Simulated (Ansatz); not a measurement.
Run report: ZrO2, geometry relaxation (part 2 of 2)

Continued. System: ZrO2 (Fm-3m, 3 atoms in the cell). Method: DFT PBE, scalar-relativistic, plane waves, PAW, no spin polarisation (Ansatz 0.2.0); cutoff 420 eV, 8×8×8 k-mesh, Gaussian smearing of 0.02 eV. The structure derives from an entry of the Crystallography Open Database.

Geometry of the input (Å; fractional positions):
```
0.0000  2.5350  2.5350
2.5350  0.0000  2.5350
2.5350  2.5350  0.0000
Zr 0.0000  0.0000  0.0000
O  0.2500  0.2500  0.2500
O  0.7500  0.7500  0.7500
```

## What the program printed, continued
```
relax step   5: F+E_penalty+E_count = -5323.81998117 eV  Δ(F+E_penalty+E_count) = +9.399e-5 eV  max|allowed force component| = 9.252e-18 eV/Å  Δτ_max = 0.0000 Å  P = +0.004 GPa  Ω = 33.472 Å³  energy of the carried Pulay correction = -1.089e-4 eV  (4 SCF iters, dr2 threshold 8.58e-8 eV, accepted)
iter 1 solved again at ethr=4.58e-8 eV; its pass at ethr=3.10e-3 eV (dr2=1.10e-5 eV) is discarded
SCF iter   1: F=—  HF=-5323.820258 eV  |F-HF|=—  |Δ(HF+E_count)|=         —  Δρ=2.41e-5  dr2=3.46e-8  ethr=4.58e-8  ⟨swp⟩=3.4  Hψ=3592  notcnv=0
preconditioner: auto → none  [insulator: Δε(μ)=3.317 eV  Ē_g=17.142 eV  σ=0.020 eV  W_gap=1.00  n_scr=14 (ndim 8)  ℏωp=30.1 eV  f_vac=0.025  D(μ)=0.00/eV (n_scr^D=0)  ε∞_Penn≈4.1]
SCF iter   2: F=—  HF=-5323.820367 eV  |F-HF|=—  |Δ(HF+E_count)|=   1.10e-4  Δρ=1.26e-5  dr2=1.15e-8  ethr=1.44e-10  ⟨swp⟩=2.4  Hψ=823  notcnv=0
SCF iter   3: F=—  HF=-5323.820367 eV  |F-HF|=—  |Δ(HF+E_count)|=   1.53e-8  Δρ=8.91e-6  dr2=2.39e-8  ethr=4.80e-11  ⟨swp⟩=2.3  Hψ=752  notcnv=0
SCF iter   4: F=—  HF=-5323.820367 eV  |F-HF|=—  |Δ(HF+E_count)|=   4.68e-9  Δρ=1.61e-6  dr2=5.34e-10  ethr=4.80e-11  ⟨swp⟩=2.0  Hψ=657  notcnv=0
SCF iter   5: F=-5323.820367 eV  HF=-5323.820367 eV  |F-HF|=3.64e-12  |Δ(HF+E_count)|=  1.11e-10  Δρ=1.76e-7  dr2=6.67e-12  ethr=1.00e-12  ⟨swp⟩=4.4  Hψ=2292  notcnv=0
SCF 6 converged in 5 iterations: F = -5323.820367 eV  dr2 = 6.67e-12
relax step   6: F+E_penalty+E_count = -5323.82036716 eV  Δ(F+E_penalty+E_count) = -3.860e-4 eV  max|allowed force component| = 2.313e-18 eV/Å  Δτ_max = 0.0000 Å  P = +0.008 GPa  Ω = 33.472 Å³  stress off target by 8.00e-3 GPa  SCF on the basis re-selected at this cell (its energy is not comparable with the rows above)  (5 SCF iters)
```

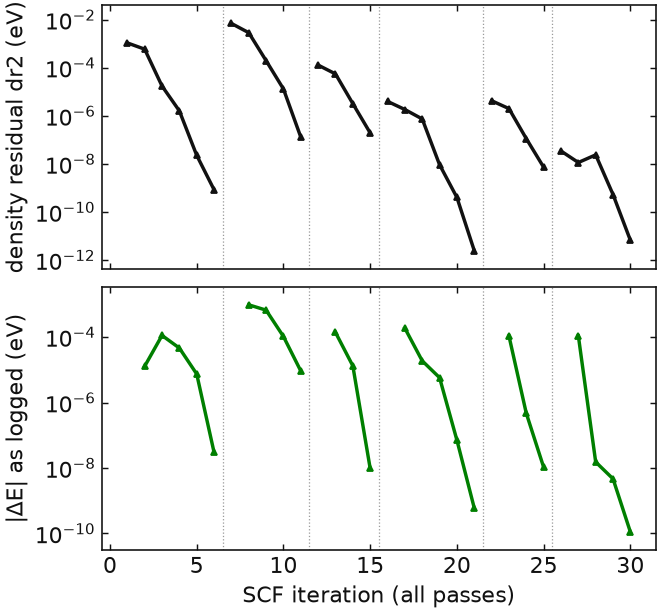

Figure 1. Convergence of the self-consistent field: density residual dr2 and size of the energy change against the SCF iteration. The dotted lines part the SCF passes of the relaxation: geometry steps, rejected trials and re-solves on a re-selected basis. The 6 passes take 4 to 6 iterations each, 30 in all.

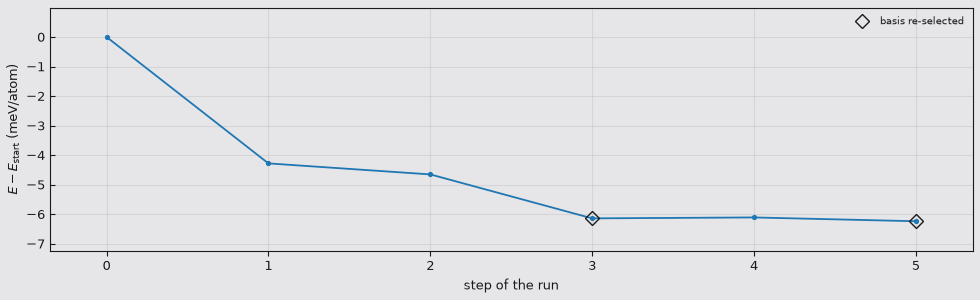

Figure 2. Progress of the relaxation, step by step (the first geometry is step 0 here and step 1 in the log).

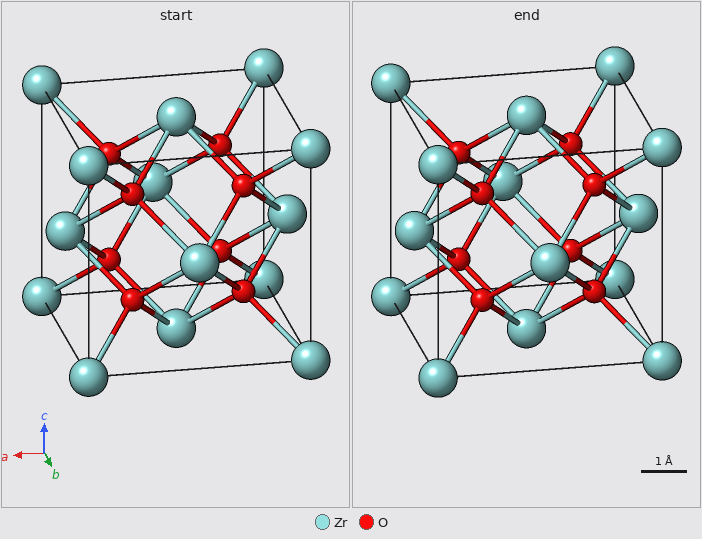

Figure 3. Before (left) and after (right) the relaxation, at one scale (ball-and-stick view of the cell 4 times as large as that of the calculation, set on its symmetry axes, seen at an oblique angle). No atom moves by more than 0.005 Å relative to the cell. The drawn cell changes as follows: a = b = c 5.070 → 5.116 Å (+0.9 %); the volume changes by +2.7 %. Distances before and after: Zr1–O2 2.195 → 2.215 Å. The space group stays Fm-3m (No. 225). After 3 geometry steps the energy has fallen by 6.1 meV per atom. All forces vanish by symmetry, so only the cell relaxes. Pressure: 6.76 GPa at the start and 0.01 GPa at the end. The basis was re-selected once at an unchanged geometry, which shifts the energy a little without any move. The energy change given includes the shifts at the re-selections in mid-walk, which come without any move. A last SCF at the same geometry on a re-selected plane-wave basis shifts the energy by −0.1 meV per atom. (Atoms are counted from 1 in the order of the input.)

```
basis re-selected at this cell: Δ(F+E_penalty+E_count) = -3.860e-4 eV, ΔP = +0.004 GPa vs the last step (what re-selecting the basis moved, of the pressure what is left beyond the Pulay correction that the steps carried, after the strain that the cell walked since its last selection, with what the two solves' SCF thresholds leave and, on support functions, any second-order correction that the steps lacked; it is no measure of the basis error at this ecutwfc). This SCF's stress stands 8.00e-3 GPa from its target on what of the cell is left free (relax.cell.stress_tol is 5.00e-2 GPa) and its largest allowed force component is 2.31e-18 eV/Å (relax.f_tol is 5.00e-3 eV/Å): within both
SCF converged after 5 iterations
Free energy (F): -5323.820367 eV
Harris-Foulkes:  -5323.820367 eV  (|F-HF|=3.64e-12)
Internal energy: -5323.820367 eV  (E = F + TS)
E sigma→0 (E₀):  -5323.820367 eV
Fermi energy:    13.565738 eV
--- Per-component energies (eV) ---
  E_band       = -66.645166
  E_kinetic    = 686.592527
  E_local      = -1151.658406  (includes V_loc(G=0)·N_el)
  E_nonlocal   = 171.103174
  E_hartree    = 379.847595
  E_xc         = -311.769472
  E_vxc        = -382.580231  (∫ρ·V_xc dr)
  E_paw        = -3268.712563  (= ΣΔE_a)
  E_vpaw       = -149.802385  (= ΣTr[D̂ρ^β])
  E_aug_tail   = 0.004986  (compensation charges beyond the density's cutoff)
  E_ewald      = -1829.228208
  E_smearing   = -0.000000  (= −TS)
  E_closure    = 0.000000  (closes the sum)
  Σ components = -5323.820367   (vs F -5323.820367, Δ=0.00e0)
--- Forces (eV/Å), atoms counted from 1 ---
  atom   1  Zr    -0.00000000     0.00000000     0.00000000
  atom   2  O     -0.00000000    -0.00000000    -0.00000000
  atom   3  O     -0.00000000     0.00000000    -0.00000000
  max |Σ_I F_I| component: 6.94e-18 eV/Å
--- Stress (GPa, compression-positive) ---
        0.008001      -0.000000      -0.000000
       -0.000000       0.008001      -0.000000
       -0.000000       0.000000       0.008001
  P = ⅓ Tr σ = 0.0080 GPa (0.080 kbar)
--- Band table (eV; the first three rows and the last of 29) ---
  k-point 0: bands = ["-36.2466", "-14.0636", "-14.0636", "-14.0636", "-6.2182", "-3.7134", "6.7633", "6.7633", "6.7633", "11.3795", "11.3795", "11.3795", "15.2243", "15.2243", "18.3744", "21.0883"]
  k-point 1: bands = ["-36.2403", "-14.1670", "-14.0733", "-14.0733", "-6.0104", "-3.8638", "6.9107", "6.9107", "7.1698", "11.0133", "11.1070", "11.1070", "15.4999", "15.4999", "18.8439", "20.5890"]
  k-point 2: bands = ["-36.2251", "-14.4012", "-14.0966", "-14.0966", "-5.5584", "-4.1388", "7.2736", "7.2736", "8.1328", "10.2838", "10.6254", "10.6254", "15.8963", "15.8963", "18.6222", "20.4560"]
  k-point 28: bands = ["-36.1890", "-14.5003", "-14.5003", "-14.2306", "-4.5210", "-4.5210", "7.2304", "7.3098", "9.5561", "9.5561", "10.5485", "11.7099", "16.2836", "16.4119", "18.0642", "18.0642"]
--- Relaxed structure (4 steps of the walk, 4 accepted, 2 SCFs on fresh bases) ---
  F+E_penalty+E_count = -5323.82036716 eV   max|allowed force component| = 2.313e-18 eV/Å   (the final SCF, on the basis selected at the relaxed cell)
  cell:  # Å, volume = 33.4719 Å³
    - [-3.1846075205597454e-36, 2.5578981936984224, 2.5578981936984224]
    - [2.5578981936984224, 3.98075940069968e-34, 2.5578981936984224]
    - [2.5578981936984224, 2.5578981936984224, -1.8470723619246508e-34]
  atoms:
    - { symbol: Zr, position: [3.644542563993234e-34, -3.0502159176813667e-34, -3.178693354157828e-34] }
    - { symbol: O, position: [0.25, 0.25, 0.25] }
    - { symbol: O, position: [0.7499999999999999, 0.7499999999999999, 0.7499999999999999] }
```

## Trajectory as extended XYZ (Å, eV, eV/Å), 6 frames, from step=1 to step=6
```
3
Lattice="0.0000 2.5350 2.5350 2.5350 0.0000 2.5350 2.5350 2.5350 0.0000" Properties=species:S:1:pos:R:3:forces:R:3 step=1 energy=-5323.80165 pressure_GPa=6.76
Zr    0.0000    0.0000    0.0000    0.0000   0.0000   0.0000
O     1.2675    1.2675    1.2675    0.0000   0.0000   0.0000
O     3.8025    3.8025    3.8025    0.0000   0.0000   0.0000
3
Lattice="0.0000 2.5609 2.5609 2.5609 0.0000 2.5609 2.5609 2.5609 0.0000" Properties=species:S:1:pos:R:3:forces:R:3 step=2 energy=-5323.81449 pressure_GPa=-1.08
Zr    0.0000    0.0000    0.0000    0.0000   0.0000   0.0000
O     1.2804    1.2804    1.2804    0.0000   0.0000   0.0000
O     3.8413    3.8413    3.8413    0.0000   0.0000   0.0000
3
Lattice="0.0000 2.5573 2.5573 2.5573 0.0000 2.5573 2.5573 2.5573 0.0000" Properties=species:S:1:pos:R:3:forces:R:3 step=3 energy=-5323.81561 pressure_GPa=-0.04
Zr    0.0000    0.0000    0.0000    0.0000   0.0000   0.0000
O     1.2786    1.2786    1.2786    0.0000   0.0000   0.0000
O     3.8359    3.8359    3.8359    0.0000   0.0000   0.0000
3
Lattice="0.0000 2.5573 2.5573 2.5573 0.0000 2.5573 2.5573 2.5573 0.0000" Properties=species:S:1:pos:R:3:forces:R:3 step=4 energy=-5323.82007 pressure_GPa=0.19
Zr    0.0000    0.0000    0.0000    0.0000   0.0000   0.0000
O     1.2786    1.2786    1.2786    0.0000   0.0000   0.0000
O     3.8359    3.8359    3.8359    0.0000   0.0000   0.0000
3
Lattice="0.0000 2.5579 2.5579 2.5579 0.0000 2.5579 2.5579 2.5579 0.0000" Properties=species:S:1:pos:R:3:forces:R:3 step=5 energy=-5323.81998 pressure_GPa=0.00
Zr    0.0000    0.0000    0.0000    0.0000   0.0000   0.0000
O     1.2789    1.2789    1.2789    0.0000   0.0000   0.0000
O     3.8368    3.8368    3.8368    0.0000   0.0000   0.0000
3
Lattice="0.0000 2.5579 2.5579 2.5579 0.0000 2.5579 2.5579 2.5579 0.0000" Properties=species:S:1:pos:R:3:forces:R:3 step=6 energy=-5323.82037 pressure_GPa=0.01
Zr    0.0000    0.0000    0.0000    0.0000   0.0000   0.0000
O     1.2789    1.2789    1.2789    0.0000   0.0000   0.0000
O     3.8368    3.8368    3.8368    0.0000   0.0000   0.0000
```
